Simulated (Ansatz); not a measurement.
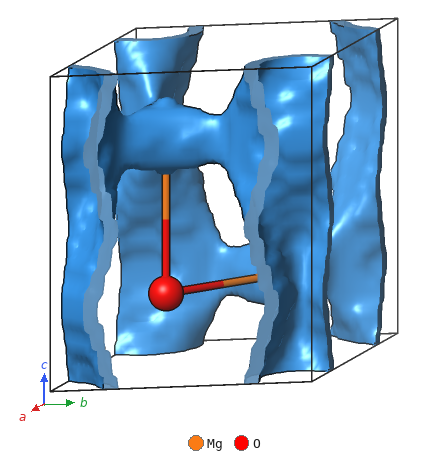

Bond-valence mismatch map for Mg2+ in MgO (P6_3/mmc): the blue surface encloses the points where |V − 2| < 0.1 v.u. (1×1×1 cells, view slightly off an axis). Pale faces close the region where the drawn box cuts it.

At each point the valence sum V of a Mg2+ ion is computed from the anions within 5 Å (s = exp((R0 − d)/b), R0 fitted to published crystal structures with b = 0.37 Å; R0: Mg2+–O 1.677 Å). The other Mg2+ ions are ignored. This is an empirical screen for pathways, not an energy calculation.

Source of the atomic positions: the end point of a relaxation with DFT PBE, scalar-relativistic, plane waves, PAW in Ansatz.

```cif
data_structure
_symmetry_space_group_name_H-M 'P6_3/mmc'
_symmetry_Int_Tables_number 194
_cell_length_a 3.5209
_cell_length_b 3.5209
_cell_length_c 4.2374
_cell_angle_alpha 90.000
_cell_angle_beta 90.000
_cell_angle_gamma 120.000
_cell_volume 45.49
loop_
_atom_site_label
_atom_site_type_symbol
_atom_site_symmetry_multiplicity
_atom_site_Wyckoff_symbol
_atom_site_fract_x
_atom_site_fract_y
_atom_site_fract_z
_atom_site_occupancy
Mg1 Mg 2 c 0.66667 0.33333 0.75000 1
O1 O 2 d 0.66667 0.33333 0.25000 1
```

How are the low-mismatch regions connected (counting the regions that come within 0.6 Å of a Mg site)?

Answer. The regions form a three-dimensional network.

At which mismatch do paths open?

Answer. Already below about 0.06 v.u. the regions form a three-dimensional network. These are grid estimates, good to about 0.1 v.u.

What is the valence sum at the Mg sites themselves?

Answer. 1.78 v.u., against the formal 2.
